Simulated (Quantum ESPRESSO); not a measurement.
## Relaxation of cell and atoms, with input and output: NiSi

The run: relaxation of cell and atoms of NiSi (Pnma, 8 atoms in the cell). Method and program: Kohn-Sham DFT of a periodic cell, PBE, SSSP 1.3 efficiency PBE, no spin polarisation (Quantum ESPRESSO 7.5).

The structure derives from an entry of the Crystallography Open Database.

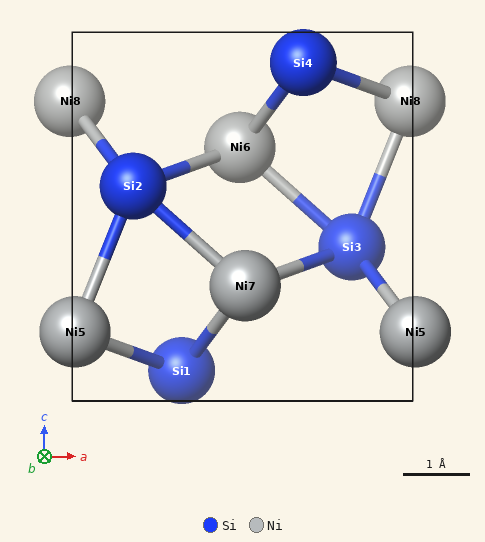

Fig. 1: The structure (ball-and-stick view of the cell of the calculation, along the b axis; atoms are numbered from 1 in the order of the input).

**Input**
```
&CONTROL
  calculation = 'vc-relax'
  prefix = 'pwscf'
  outdir = './tmp'
  pseudo_dir = './pseudo'
  tprnfor = .true.
  tstress = .true.
  disk_io = 'low'
  nstep = 40
  forc_conv_thr = 0.0004
  etot_conv_thr = 1d-05
/
&SYSTEM
  ibrav = 0
  nat = 8
  ntyp = 2
  ecutwfc = 55
  ecutrho = 440
  nbnd = 57
  occupations = 'smearing'
  smearing = 'mp'
  degauss = 0.00367493
/
&ELECTRONS
  conv_thr = 1.6d-09
  electron_maxstep = 120
  mixing_beta = 0.5
/
&IONS
  ion_dynamics = 'bfgs'
/
&CELL
  cell_dynamics = 'bfgs'
  press = 0
  press_conv_thr = 0.3
/
ATOMIC_SPECIES
Si    28.0850 Si.pbe-n-rrkjus_psl.1.0.0.UPF
Ni    58.6934 ni_pbe_v1.4.uspp.F.UPF
CELL_PARAMETERS angstrom
   5.1731000000    0.0000000000    0.0000000000
   0.0000000000    3.3381000000    0.0000000000
   0.0000000000    0.0000000000    5.6049000000
ATOMIC_POSITIONS crystal
Si     0.3212800000    0.7500000000    0.0825000000
Si     0.1787200000    0.2500000000    0.5825000000
Si     0.8212800000    0.7500000000    0.4175000000
Si     0.6787200000    0.2500000000    0.9175000000
Ni     0.0077900000    0.2500000000    0.1875200000
Ni     0.4922100000    0.7500000000    0.6875200000
Ni     0.5077900000    0.2500000000    0.3124800000
Ni     0.9922100000    0.7500000000    0.8124800000
K_POINTS automatic
8 12 8 0 0 0
```

Hardware: 4 threads of Arm Neoverse V2, 24 GiB of memory available, shared host.

Launched with:
```bash
OMP_NUM_THREADS=1 mpirun -n 4 pw.x -nk 4 -in pw.in > pw.out
```

**What the program printed**
```
This program is part of the open-source Quantum ESPRESSO suite
     for quantum simulation of materials; please cite
         "P. Giannozzi et al., J. Phys.:Condens. Matter 21 395502 (2009);
         "P. Giannozzi et al., J. Phys.:Condens. Matter 29 465901 (2017);
         "P. Giannozzi et al., J. Chem. Phys. 152 154105 (2020);
          URL
     in publications or presentations arising from this work. More details at

     Message from routine setup:
     using ibrav=0 with symmetry is DISCOURAGED, use correct ibrav instead

     K-points division:     npool     =       4
     Subspace diagonalization in iterative solution of the eigenvalue problem:
     a serial algorithm will be used

     G-vector sticks info
     --------------------
     sticks:   dense  smooth     PW     G-vecs:    dense   smooth      PW
     Sum        2159    1079    321               101733    35961    5827

     Using Slab Decomposition

     bravais-lattice index     =            0
     lattice parameter (alat)  =       9.7757  a.u.
     unit-cell volume          =     653.1526 (a.u.)^3
     number of atoms/cell      =            8
     number of atomic types    =            2
     number of electrons       =        88.00
     number of Kohn-Sham states=           57
     kinetic-energy cutoff     =      55.0000  Ry
     charge density cutoff     =     440.0000  Ry
     scf convergence threshold =      1.6E-09
     mixing beta               =       0.5000
     number of iterations used =            8  plain     mixing
     energy convergence thresh.=      1.0E-05
     force convergence thresh. =      4.0E-04
     press convergence thresh. =      3.0E-01
     Exchange-correlation=  SLA  PW   PBX  PBC
                           (   1   4   3   4   0   0   0)
     nstep                     =           40

     celldm(1)=   9.775742  celldm(2)=   0.000000  celldm(3)=   0.000000
     celldm(4)=   0.000000  celldm(5)=   0.000000  celldm(6)=   0.000000

     crystal axes: (cart. coord. in units of alat)
               a(1) = (   1.000000   0.000000   0.000000 )
               a(2) = (   0.000000   0.645280   0.000000 )
               a(3) = (   0.000000   0.000000   1.083470 )

     reciprocal axes: (cart. coord. in units 2 pi/alat)
               b(1) = (  1.000000  0.000000  0.000000 )
               b(2) = (  0.000000  1.549714  0.000000 )
               b(3) = (  0.000000  0.000000  0.922960 )

     PseudoPot. # 1 for Si read from file:
     Si.pbe-n-rrkjus_psl.1.0.0.UPF
     Pseudo is Ultrasoft + core correction, Zval =  4.0
     Generated using "atomic" code by A. Dal Corso  v.5.1
     Using radial grid of 1141 points,  6 beta functions with:
                l(1) =   0
                l(2) =   0
                l(3) =   1
                l(4) =   1
                l(5) =   2
                l(6) =   2
     Q(r) pseudized with 0 coefficients

     PseudoPot. # 2 for Ni read from file:
     ni_pbe_v1.4.uspp.F.UPF
     Pseudo is Ultrasoft + core correction, Zval = 18.0
     Generated by new atomic code, or converted to UPF format
     Using radial grid of  865 points,  6 beta functions with:
                l(1) =   0
                l(2) =   0
                l(3) =   1
                l(4) =   1
                l(5) =   2
                l(6) =   2
     Q(r) pseudized with 10 coefficients,  rinner =    0.980   0.980   0.980
                                                       0.980   0.980

     atomic species   valence    mass     pseudopotential
     Si                4.00    28.08500     Si( 1.00)
     Ni               18.00    58.69340     Ni( 1.00)

      8 Sym. Ops., with inversion, found ( 6 have fractional translation)

   Cartesian axes

     site n.     atom                  positions (alat units)
         1        Si     tau(   1) = (   0.3212800   0.4839603   0.0893863  )
         2        Si     tau(   2) = (   0.1787200   0.1613201   0.6311214  )
         3        Si     tau(   3) = (   0.8212800   0.4839603   0.4523488  )
         4        Si     tau(   4) = (   0.6787200   0.1613201   0.9940840  )
         5        Ni     tau(   5) = (   0.0077900   0.1613201   0.2031723  )
         6        Ni     tau(   6) = (   0.4922100   0.4839603   0.7449075  )
         7        Ni     tau(   7) = (   0.5077900   0.1613201   0.3385628  )
         8        Ni     tau(   8) = (   0.9922100   0.4839603   0.8802979  )

     number of k points=   175  Methfessel-Paxton smearing, width (Ry)=  0.0037

     Number of k-points >= 100: set verbosity='high' to print them.

     Dense  grid:   101733 G-vectors     FFT dimensions: (  72,  48,  72)

     Smooth grid:    35961 G-vectors     FFT dimensions: (  48,  30,  54)

     Check: negative core charge=   -0.000006

     Initial potential from superposition of free atoms

     starting charge      79.9978, renormalised to      88.0000
     Starting wfcs are   68 randomized atomic wfcs

     Self-consistent Calculation

     iteration #  1     ecut=    55.00 Ry     beta= 0.50
     Davidson diagonalization with overlap
     ethr =  1.00E-02,  avg # of iterations =  7.3

     total energy              =   -1306.24607793 Ry
     estimated scf accuracy    <     214.48789236 Ry

     iteration #  2     ecut=    55.00 Ry     beta= 0.50
     Davidson diagonalization with overlap
     ethr =  1.00E-02,  avg # of iterations =  4.0

     total energy              =   -1418.21449148 Ry
     estimated scf accuracy    <     183.16260734 Ry

     iteration #  3     ecut=    55.00 Ry     beta= 0.50
     Davidson diagonalization with overlap
     ethr =  1.00E-02,  avg # of iterations =  2.1

     total energy              =   -1418.16979837 Ry
     estimated scf accuracy    <      37.88569423 Ry

     iteration #  4     ecut=    55.00 Ry     beta= 0.50
     Davidson diagonalization with overlap
     ethr =  1.00E-02,  avg # of iterations =  2.0

     total energy              =   -1420.87215388 Ry
     estimated scf accuracy    <       6.87023763 Ry

     iteration #  5     ecut=    55.00 Ry     beta= 0.50
     Davidson diagonalization with overlap
     ethr =  7.81E-03,  avg # of iterations =  1.0

     total energy              =   -1417.31327281 Ry
     estimated scf accuracy    <       7.24254812 Ry

     iteration #  6     ecut=    55.00 Ry     beta= 0.50
     Davidson diagonalization with overlap
     ethr =  7.81E-03,  avg # of iterations =  2.0

     total energy              =   -1419.46892897 Ry
     estimated scf accuracy    <       4.25515943 Ry

     iteration #  7     ecut=    55.00 Ry     beta= 0.50
     Davidson diagonalization with overlap
     ethr =  4.84E-03,  avg # of iterations =  1.0

     total energy              =   -1418.64120190 Ry
     estimated scf accuracy    <       3.53342652 Ry

     iteration #  8     ecut=    55.00 Ry     beta= 0.50
     Davidson diagonalization with overlap
     ethr =  4.02E-03,  avg # of iterations =  1.2

     total energy              =   -1419.04204701 Ry
     estimated scf accuracy    <       0.07542549 Ry

     iteration #  9     ecut=    55.00 Ry     beta= 0.50
     Davidson diagonalization with overlap
     ethr =  8.57E-05,  avg # of iterations =  7.1

     total energy              =   -1418.90990914 Ry
     estimated scf accuracy    <       1.02821312 Ry

     iteration # 10     ecut=    55.00 Ry     beta= 0.50
     Davidson diagonalization with overlap
     ethr =  8.57E-05,  avg # of iterations =  3.0

     total energy              =   -1419.07958776 Ry
     estimated scf accuracy    <       0.10923944 Ry

[... 104 further cycles ...]
     iteration # 11     ecut=    55.00 Ry     beta= 0.50
     Davidson diagonalization with overlap
     ethr =  3.95E-05,  avg # of iterations =  1.2

     total energy              =   -1419.08568721 Ry
     estimated scf accuracy    <       0.01789336 Ry

     iteration # 12     ecut=    55.00 Ry     beta= 0.50
     Davidson diagonalization with overlap
     ethr =  2.03E-05,  avg # of iterations =  1.1

     total energy              =   -1419.08627602 Ry
     estimated scf accuracy    <       0.00210650 Ry

     iteration # 13     ecut=    55.00 Ry     beta= 0.50
     Davidson diagonalization with overlap
     ethr =  2.39E-06,  avg # of iterations =  3.2

     total energy              =   -1419.08643602 Ry
     estimated scf accuracy    <       0.00018730 Ry

     iteration # 14     ecut=    55.00 Ry     beta= 0.50
     Davidson diagonalization with overlap
     ethr =  2.13E-07,  avg # of iterations =  1.9

     total energy              =   -1419.08640718 Ry
     estimated scf accuracy    <       0.00036548 Ry

     iteration # 15     ecut=    55.00 Ry     beta= 0.50
     Davidson diagonalization with overlap
     ethr =  2.13E-07,  avg # of iterations =  1.1

     total energy              =   -1419.08639416 Ry
     estimated scf accuracy    <       0.00010723 Ry

     iteration # 16     ecut=    55.00 Ry     beta= 0.50
     Davidson diagonalization with overlap
     ethr =  1.22E-07,  avg # of iterations =  1.8

     total energy              =   -1419.08640494 Ry
     estimated scf accuracy    <       0.00000038 Ry

     iteration # 17     ecut=    55.00 Ry     beta= 0.50
     Davidson diagonalization with overlap
     ethr =  4.36E-10,  avg # of iterations =  4.3

     total energy              =   -1419.08640551 Ry
     estimated scf accuracy    <       0.00000002 Ry

     iteration # 18     ecut=    55.00 Ry     beta= 0.50
     Davidson diagonalization with overlap
     ethr =  1.82E-11,  avg # of iterations =  2.3

     total energy              =   -1419.08640552 Ry
     estimated scf accuracy    <          6.3E-10 Ry

     iteration # 19     ecut=    55.00 Ry     beta= 0.50
     Davidson diagonalization with overlap
     ethr =  7.11E-13,  avg # of iterations =  3.7

     total energy              =   -1419.08640552 Ry
     estimated scf accuracy    <          2.8E-10 Ry

     iteration # 20     ecut=    55.00 Ry     beta= 0.50
     Davidson diagonalization with overlap
     ethr =  3.24E-13,  avg # of iterations =  2.0

     End of self-consistent calculation

     Number of k-points >= 100: set verbosity='high' to print the bands.

     the Fermi energy is    14.3833 ev

!    total energy              =   -1419.08640552 Ry
     estimated scf accuracy    <          1.3E-11 Ry
     smearing contrib. (-TS)   =       0.00004856 Ry
     internal energy E=F+TS    =   -1419.08645408 Ry

     The total energy is F=E-TS. E is the sum of the following terms:
     one-electron contribution =   -1053.98969701 Ry
     hartree contribution      =     574.23852391 Ry
     xc contribution           =    -167.37806941 Ry
     ewald contribution        =    -771.95721158 Ry

     convergence has been achieved in  20 iterations

     Forces acting on atoms (cartesian axes, Ry/au):

     atom    1 type  1   force =     0.00024375    0.00000000    0.00000389
     atom    2 type  1   force =    -0.00024375    0.00000000    0.00000389
     atom    3 type  1   force =     0.00024375    0.00000000   -0.00000389
     atom    4 type  1   force =    -0.00024375    0.00000000   -0.00000389
     atom    5 type  2   force =    -0.00005306    0.00000000   -0.00004004
     atom    6 type  2   force =     0.00005306    0.00000000   -0.00004004
     atom    7 type  2   force =    -0.00005306    0.00000000    0.00004004
     atom    8 type  2   force =     0.00005306   -0.00000000    0.00004004

     Total force =     0.000505     Total SCF correction =     0.000001

     Computing stress (Cartesian axis) and pressure

          total   stress  (Ry/bohr**3)                   (kbar)     P=       -0.06
  -0.00000148   0.00000000   0.00000000           -0.22        0.00        0.00
   0.00000000  -0.00000063   0.00000000            0.00       -0.09        0.00
   0.00000000   0.00000000   0.00000093            0.00        0.00        0.14

=------------------------------------------------------------------------------=
   JOB DONE.
=------------------------------------------------------------------------------=
```

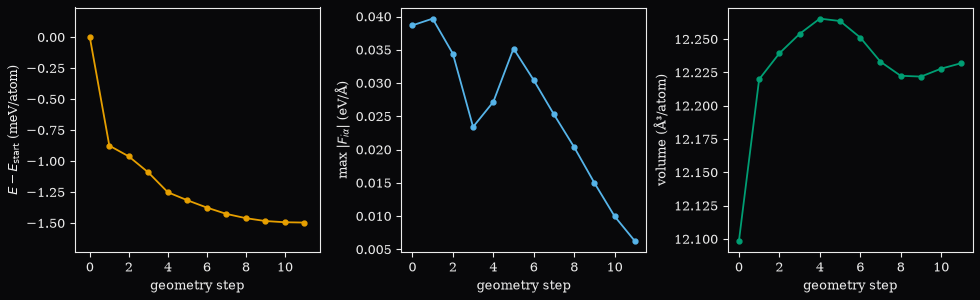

Fig. 2: Progress of the relaxation, step by step (steps are counted from 0).

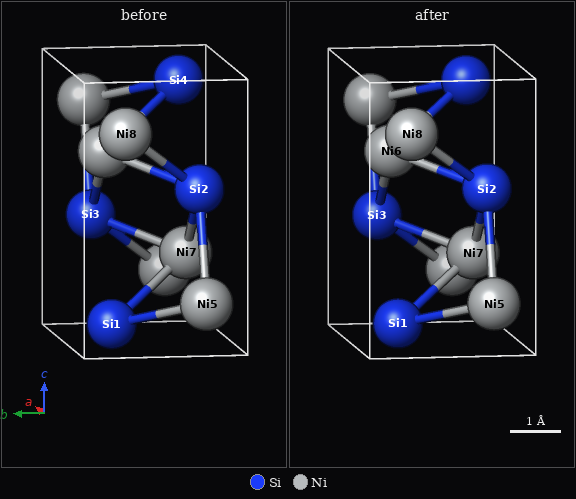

Fig. 3: Before (left) and after (right) the relaxation, at one scale (ball-and-stick view of the cell of the calculation, seen at an oblique angle). The largest moves relative to the cell, 0.014 Å, are those of Si1, Si2, Si3 and Si4. Largest moves by element: Si 0.014 Å, Ni 0.006 Å. Cell: a 5.173 → 5.146 Å (−0.5 %), b 3.338 → 3.389 Å (+1.5 %), c 5.605 → 5.611 Å (+0.1 %). Volume +1.1 %. Among the contacts that change: Si1–Ni8 2.278 → 2.287 Å, Si1–Ni7 2.319 → 2.327 Å, Si1–Ni6 2.384 → 2.391 Å, Si1–Ni5 2.400 → 2.408 Å. The space group stays Pnma (No. 62). Over 11 geometry steps the energy falls by 1.5 meV per atom. Largest force component: 0.039 eV/Å at the start, 0.0062 eV/Å at the end. (Atoms are counted from 1 in the order of the input.)

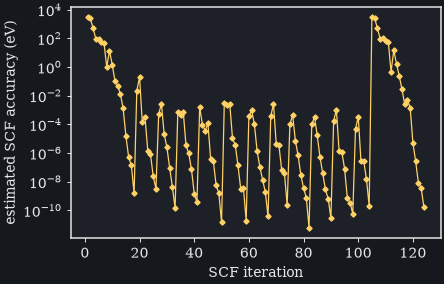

Fig. 4: Convergence of the self-consistent field: estimated SCF accuracy against the iteration. The field takes 124 iterations in all.

**Summary**

| quantity | value |
| --- | --- |
| outcome | converged |
| space group (tolerance 0.01 Å) | Pnma (62) |
| electrons treated | 88 |
| free energy | −19307.6541 eV |
| Fermi energy | 14.383 eV |
| gap on the k-point mesh | none (metallic) |
| pressure | −0.01 GPa |
| final volume | 97.86 Å³ |
| largest force (length of the vector) at the end | 0.006 eV/Å |
| final cell | a = 5.146 Å, b = 3.389 Å, c = 5.611 Å, α = 90.00°, β = 90.00°, γ = 90.00° |
| wall time | 45 min (CPU time 3 h) |
| peak memory | 1.5 GiB |

The run has no spin polarisation, so a magnetic state may lie lower.
